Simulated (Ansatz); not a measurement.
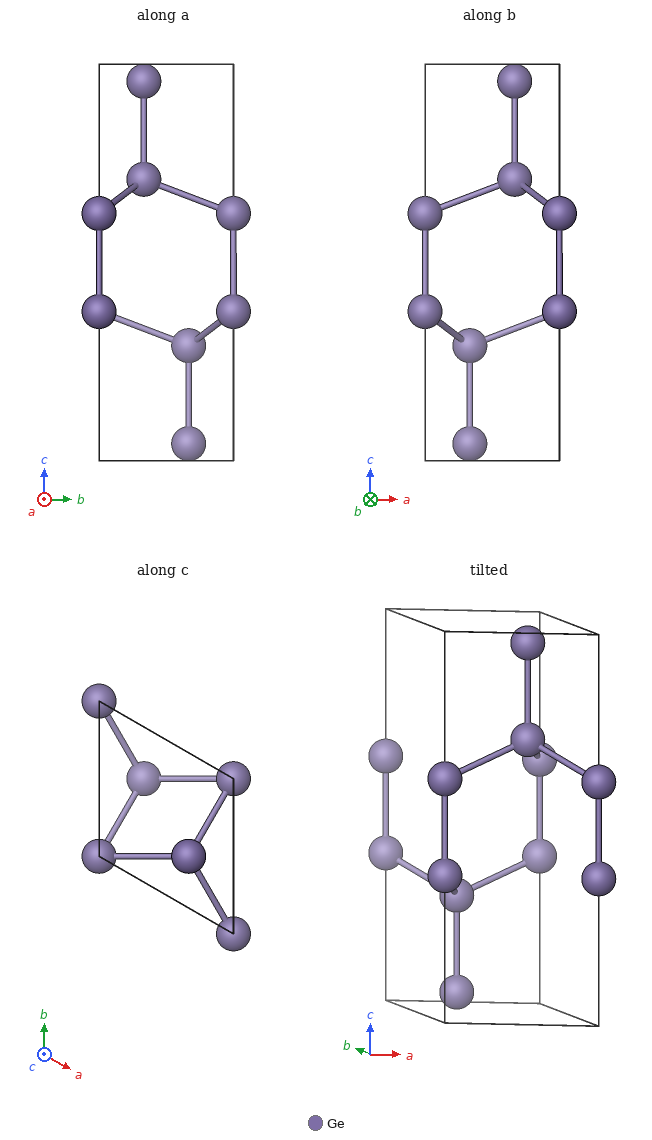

This ball-and-stick model is shown along the a axis, along the b axis, along the c axis and slightly off an axis. Lines trace the edges of the conventional unit cell.

Lattice parameters: a = 4.012 Å, b = 4.012 Å, c = 10.251 Å, α = 90.00°, β = 90.00°, γ = 120.00°.

Question: Write the structure as a table of Wyckoff sites, with free fractional coordinates to two decimals.

Answer: Space group R-3m:H (No. 166).
| atom | site | x | y | z |
| --- | --- | --- | --- | --- |
| Ge | 6c | 0.3333 | 0.6667 | 0.04 |

The initial geometry was a structure type filled with this element by a generator (whether the element takes this form wasn't checked). The cell was then strained or its atoms displaced on purpose. Ansatz was used for an electronic-structure calculation on it.
